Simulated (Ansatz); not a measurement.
## What a change does: single-point calculation on GaSb₃

System: GaSb₃ (Fm-3m, 4 atoms in the cell).
Method of run 1: Kohn-Sham DFT of a periodic cell, PBE, Ansatz PAW, no spin polarisation (Ansatz 0.2.0).

The structure derives from a Materials Project entry. Text and figures count atoms from 1; the logs count them from 0 in places.

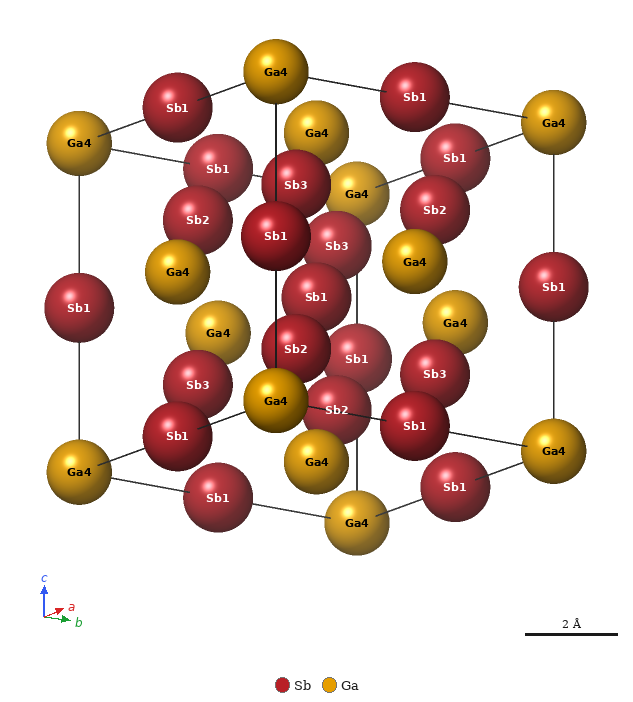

Fig. 1: The input geometry (spheres-only view of the cell 4 times as large as that of the calculation, set on its symmetry axes, seen at an oblique angle; atoms are numbered from 1 in the order of the input).

The input, run 1:
```yaml
crystal:
  lattice:
    - [0.0, 3.730595, 3.730595]
    - [3.730595, 0.0, 3.730595]
    - [3.730595, 3.730595, 0.0]
  atoms:
    - { symbol: Sb, position: [0.5, 0.5, 0.5] }
    - { symbol: Sb, position: [0.75, 0.75, 0.75] }
    - { symbol: Sb, position: [0.25, 0.25, 0.25] }
    - { symbol: Ga, position: [0.0, 0.0, 0.0] }
hamiltonian:
  xc: pbe
  pseudopotentials: { kind: paw }
kpoints:
  mp_grid: { grid: [6, 6, 6] }
scf:
  occupations: { method: fermi_dirac, width: 0.05 }
output:
  forces: true
  stress: true
  eigenvalues: true
```

Command:
```bash
ansatz run input.yaml --threads 2 --pin off --max-ram 5120MiB --backend cpu --events-out ev --progress --plain --runs-dir out
```

Hardware: 2 threads of Arm Neoverse V1, 24 GiB of memory available, shared host.

Output, shortened to warnings, some set-up lines, iterations and results (run 1):
```
Basis set: ecut = 420 eV, 2085 PW (Γ), exchange–correlation on 72×72×72 points (8 copies of the dense FFT grid, shifted against one another)
Symmetry: 48 space group operations
k-points: 16 of 216
Initial density: superposition of atomic densities (neutral atoms: chi_scale 0, normalization atom), corrected by the library's trained network
[...]
SCF iter   1: F=—  HF=-23235.609472 eV  |F-HF|=—  |Δ(HF+E_count)|=         —  Δρ=2.52e-3  dr2=1.45e-2  ethr=1.77e-3  ⟨swp⟩=9.4  Hψ=2478  notcnv=0
SCF iter   2: F=—  HF=-23235.604609 eV  |F-HF|=—  |Δ(HF+E_count)|=   4.86e-3  Δρ=1.43e-3  dr2=4.39e-3  ethr=2.50e-5  ⟨swp⟩=2.3  Hψ=1112  notcnv=0
SCF iter   3: F=—  HF=-23235.603498 eV  |F-HF|=—  |Δ(HF+E_count)|=   1.11e-3  Δρ=4.89e-4  dr2=4.38e-4  ethr=7.58e-6  ⟨swp⟩=2.9  Hψ=1027  notcnv=0
SCF iter   4: F=—  HF=-23235.603333 eV  |F-HF|=—  |Δ(HF+E_count)|=   1.64e-4  Δρ=1.90e-4  dr2=2.65e-5  ethr=7.55e-7  ⟨swp⟩=2.0  Hψ=783  notcnv=0
SCF iter   5: F=—  HF=-23235.603320 eV  |F-HF|=—  |Δ(HF+E_count)|=   1.36e-5  Δρ=8.94e-5  dr2=9.15e-6  ethr=4.57e-8  ⟨swp⟩=2.0  Hψ=1000  notcnv=0
SCF iter   6: F=—  HF=-23235.603318 eV  |F-HF|=—  |Δ(HF+E_count)|=   1.96e-6  Δρ=2.37e-5  dr2=6.79e-7  ethr=1.58e-8  ⟨swp⟩=3.1  Hψ=1120  notcnv=0
SCF iter   7: F=-23235.603318 eV  HF=-23235.603318 eV  |F-HF|=5.29e-9  |Δ(HF+E_count)|=   1.47e-7  Δρ=4.86e-6  dr2=2.06e-8  ethr=1.72e-10  ⟨swp⟩=7.6  Hψ=2430  notcnv=0
SCF 1 converged in 7 iterations: F = -23235.603318 eV  dr2 = 2.06e-8
SCF converged after 7 iterations
Free energy (F): -23235.603318 eV
Harris-Foulkes:  -23235.603318 eV  (|F-HF|=5.29e-9)
Internal energy: -23235.567569 eV  (E = F + TS)
E sigma→0 (E₀):  -23235.585443 eV
Entropy (-TS):   -0.035749 eV (-8.937 meV/atom)
Fermi energy:    10.807028 eV
--- Per-component energies (eV) ---
  E_band       = -496.906288
  E_kinetic    = 732.721054
  E_local      = -6222.678301  (includes V_loc(G=0)·N_el)
  E_nonlocal   = 1506.470020
  E_hartree    = 2858.192600
  E_xc         = -484.143649
  E_vxc        = -345.958543  (∫ρ·V_xc dr)
  E_paw        = -15708.691755  (= ΣΔE_a)
  E_vpaw       = -1883.852470  (= ΣTr[D̂ρ^β])
  E_aug_tail   = -0.000128  (compensation charges beyond the density's cutoff)
  E_ewald      = -5917.437409
  E_smearing   = -0.035749  (= −TS)
  E_closure    = -0.000000  (closes the sum)
  Σ components = -23235.603318   (vs F -23235.603318, Δ=0.00e0)
--- Forces (eV/Å), atoms counted from 1 ---
  atom   1  Sb     0.00000000    -0.00000000    -0.00000000
  atom   2  Sb    -0.00000000     0.00000000    -0.00000000
  atom   3  Sb     0.00000000     0.00000000    -0.00000000
  atom   4  Ga     0.00000000    -0.00000000     0.00000000
  max |Σ_I F_I| component: 1.33e-17 eV/Å
--- Stress (GPa, compression-positive) ---
       -0.529695       0.000000      -0.000000
        0.000000      -0.529695      -0.000000
        0.000000       0.000000      -0.529695
  P = ⅓ Tr σ = -0.5297 GPa (-5.297 kbar)
```

The input of run 2 differs as follows (lines with − go, lines with + come):
```diff
-    - [0.0, 3.730595, 3.730595]
-    - [3.730595, 0.0, 3.730595]
-    - [3.730595, 3.730595, 0.0]
+    - [0.0, 3.7553016472, 3.7553016472]
+    - [3.7553016472, 0.0, 3.7553016472]
+    - [3.7553016472, 3.7553016472, 0.0]
```

How does run 2 compare with run 1?

With the same functional and potentials, run 2 lies 3.2 meV per atom higher. The pressure goes from −0.53 to −1.42 GPa. The volume per atom goes from 25.96 to 26.48 Å³. The cell is scaled evenly with the atoms at fixed fractional positions, so −ΔP/Δ ln V estimates the bulk modulus midway between the two volumes: about 45 GPa. The number of SCF iterations is the same.

Output, shortened to warnings, some set-up lines, iterations and results (run 2):
```
Basis set: ecut = 420 eV, 2085 PW (Γ), exchange–correlation on 72×72×72 points (8 copies of the dense FFT grid, shifted against one another)
Symmetry: 48 space group operations
k-points: 16 of 216
Initial density: superposition of atomic densities (neutral atoms: chi_scale 0, normalization atom), corrected by the library's trained network
[...]
SCF iter   1: F=—  HF=-23235.596416 eV  |F-HF|=—  |Δ(HF+E_count)|=         —  Δρ=2.40e-3  dr2=1.38e-2  ethr=1.77e-3  ⟨swp⟩=9.8  Hψ=2502  notcnv=0
SCF iter   2: F=—  HF=-23235.591769 eV  |F-HF|=—  |Δ(HF+E_count)|=   4.65e-3  Δρ=1.35e-3  dr2=4.15e-3  ethr=2.37e-5  ⟨swp⟩=2.2  Hψ=1094  notcnv=0
SCF iter   3: F=—  HF=-23235.590719 eV  |F-HF|=—  |Δ(HF+E_count)|=   1.05e-3  Δρ=4.51e-4  dr2=3.96e-4  ethr=7.16e-6  ⟨swp⟩=2.8  Hψ=962  notcnv=0
SCF iter   4: F=—  HF=-23235.590576 eV  |F-HF|=—  |Δ(HF+E_count)|=   1.43e-4  Δρ=1.83e-4  dr2=2.57e-5  ethr=6.83e-7  ⟨swp⟩=2.0  Hψ=784  notcnv=0
SCF iter   5: F=—  HF=-23235.590562 eV  |F-HF|=—  |Δ(HF+E_count)|=   1.47e-5  Δρ=8.23e-5  dr2=8.36e-6  ethr=4.43e-8  ⟨swp⟩=2.0  Hψ=1019  notcnv=0
SCF iter   6: F=—  HF=-23235.590559 eV  |F-HF|=—  |Δ(HF+E_count)|=   2.40e-6  Δρ=2.25e-5  dr2=6.41e-7  ethr=1.44e-8  ⟨swp⟩=2.9  Hψ=1118  notcnv=0
SCF iter   7: F=-23235.590559 eV  HF=-23235.590559 eV  |F-HF|=6.31e-9  |Δ(HF+E_count)|=   1.09e-7  Δρ=5.04e-6  dr2=2.19e-8  ethr=1.72e-10  ⟨swp⟩=7.4  Hψ=2579  notcnv=0
SCF 1 converged in 7 iterations: F = -23235.590559 eV  dr2 = 2.19e-8
SCF converged after 7 iterations
Free energy (F): -23235.590559 eV
Harris-Foulkes:  -23235.590559 eV  (|F-HF|=6.31e-9)
Internal energy: -23235.556041 eV  (E = F + TS)
E sigma→0 (E₀):  -23235.573300 eV
Entropy (-TS):   -0.034518 eV (-8.630 meV/atom)
Fermi energy:    10.506146 eV
--- Per-component energies (eV) ---
  E_band       = -512.726395
  E_kinetic    = 731.701457
  E_local      = -6283.785804  (includes V_loc(G=0)·N_el)
  E_nonlocal   = 1506.168114
  E_hartree    = 2880.918927
  E_xc         = -483.644866
  E_vxc        = -345.262290  (∫ρ·V_xc dr)
  E_paw        = -15708.407977  (= ΣΔE_a)
  E_vpaw       = -1883.393384  (= ΣTr[D̂ρ^β])
  E_aug_tail   = -0.000119  (compensation charges beyond the density's cutoff)
  E_ewald      = -5878.505773
  E_smearing   = -0.034518  (= −TS)
  E_closure    = -0.000000  (closes the sum)
  Σ components = -23235.590559   (vs F -23235.590559, Δ=0.00e0)
--- Forces (eV/Å), atoms counted from 1 ---
  atom   1  Sb     0.00000000    -0.00000000    -0.00000000
  atom   2  Sb     0.00000000     0.00000000     0.00000000
  atom   3  Sb     0.00000000     0.00000000    -0.00000000
  atom   4  Ga     0.00000000     0.00000000     0.00000000
  max |Σ_I F_I| component: 9.25e-18 eV/Å
--- Stress (GPa, compression-positive) ---
       -1.423993       0.000000       0.000000
       -0.000000      -1.423993       0.000000
       -0.000000      -0.000000      -1.423993
  P = ⅓ Tr σ = -1.4240 GPa (-14.240 kbar)
```

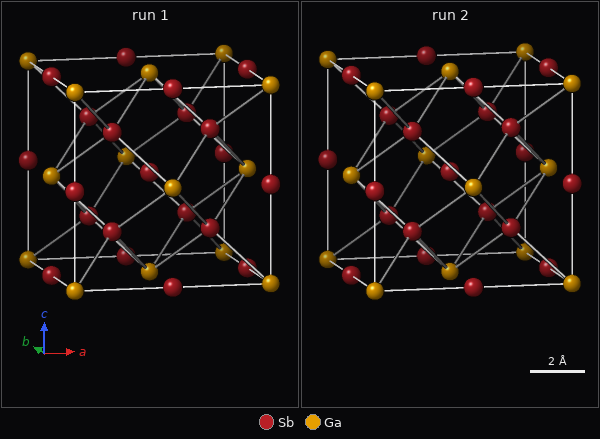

Fig. 2: The two input geometries at one scale (ball-and-stick view of the cell 4 times as large as that of the calculation, set on its symmetry axes, seen slightly off an axis). No atom moves by more than 0.005 Å relative to the cell. The drawn cell changes as follows: a = b = c 7.461 → 7.511 Å (+0.7 %); the volume changes by +2.0 %. Among the contacts that change: Ga–Sb 3.231 → 3.252 Å.

The two runs side by side:

| quantity | run 1 | run 2 |
| --- | --- | --- |
| outcome | converged | converged |
| free energy per atom (eV) | −5808.9008 | −5808.8976 |
| energy per atom, smearing taken to zero (eV) | −5808.8964 | −5808.8933 |
| gap on the mesh (eV) | 0.00 | 0.00 |
| pressure (GPa) | −0.53 | −1.42 |
| volume per atom (Å³) | 25.96 | 26.48 |
| largest force (eV/Å) | 0.000 | 0.000 |
| SCF iterations | 7 | 7 |
| irreducible k-points | 16 | 16 |
| plane waves at Γ | 2085 | 2085 |
| wall time (shared host) | 1.9 s | 1.9 s |
